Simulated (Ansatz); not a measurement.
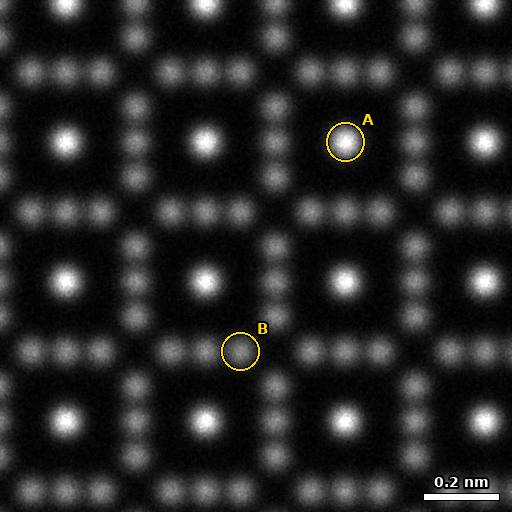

HAADF-like image of C (Pm-3n, No. 223) along [001]. The image is simulated as a sum over atoms of Z^1.7, blurred by a 0.63 Å probe (no channelling). The probe carries 25 % of its weight in a tail 2.5 times as wide. Shot noise was added. Structure used: a calculation's starting geometry; the starting structure was generated, so it need not be a known form of this composition.

```cif
data_structure
_symmetry_space_group_name_H-M 'Pm-3n'
_symmetry_Int_Tables_number 223
_cell_length_a 3.8178
_cell_length_b 3.8178
_cell_length_c 3.8178
_cell_angle_alpha 90.000
_cell_angle_beta 90.000
_cell_angle_gamma 90.000
_cell_volume 55.65
loop_
_atom_site_label
_atom_site_type_symbol
_atom_site_symmetry_multiplicity
_atom_site_Wyckoff_symbol
_atom_site_fract_x
_atom_site_fract_y
_atom_site_fract_z
_atom_site_occupancy
C1 C 2 a 0.00000 0.00000 0.00000 1
C2 C 6 c 0.25000 0.00000 0.50000 1
```

Name the elements in each circled column.

C (2 C per 3.82 Å along the beam; the brightest kind). B: C (1 C per 3.82 Å along the beam; about 50 % of the brightest peak). Brightness is counted from the darkest point of the image.
